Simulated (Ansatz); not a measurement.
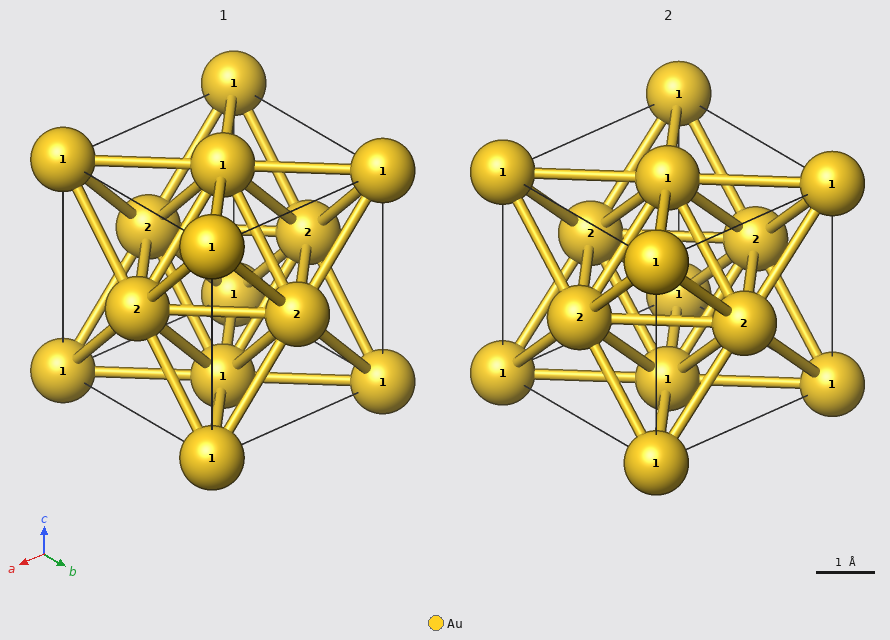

Two geometries of a crystal of Au (set up in Fm-3m): one is the relaxed structure, the other was perturbed away from it. Style: ball-and-stick. Shown: the conventional cell (2 times the calculation's cell), from a free direction. Lengths and directions refer to the drawn axes.

These are results of DFT PBEsol, scalar-relativistic, plane waves, PAW in Ansatz, not measurements. (plane-wave cutoff 420 eV; k-point mesh 18 × 18 × 14; occupations gaussian; smearing width 0.1 eV; no spin polarisation)

> Which one is perturbed?

Structure 1 is the perturbed one. Biaxial strain in the a–b plane, −3.0 %, is applied. The c axis and the atoms are relaxed. The drawn cell changes as follows: a = b 4.084 → 3.961 Å (−3.0 %), c 4.084 → 4.294 Å (+5.1 %); the volume changes by −1.1 %. No atom moves by more than 0.005 Å relative to the cell. Near-neighbour distances before and after: Au–Au 2.888 → 2.801 to 2.921 Å. The space group (tolerance 0.01 Å) goes from Fm-3m (No. 225) to I4/mmm (No. 139). It costs 10.9 meV per atom. The pressure goes from −0.1 to 2.1 GPa. The principal stresses (compression positive) are 0.0 GPa along c and 3.2 GPa across it.
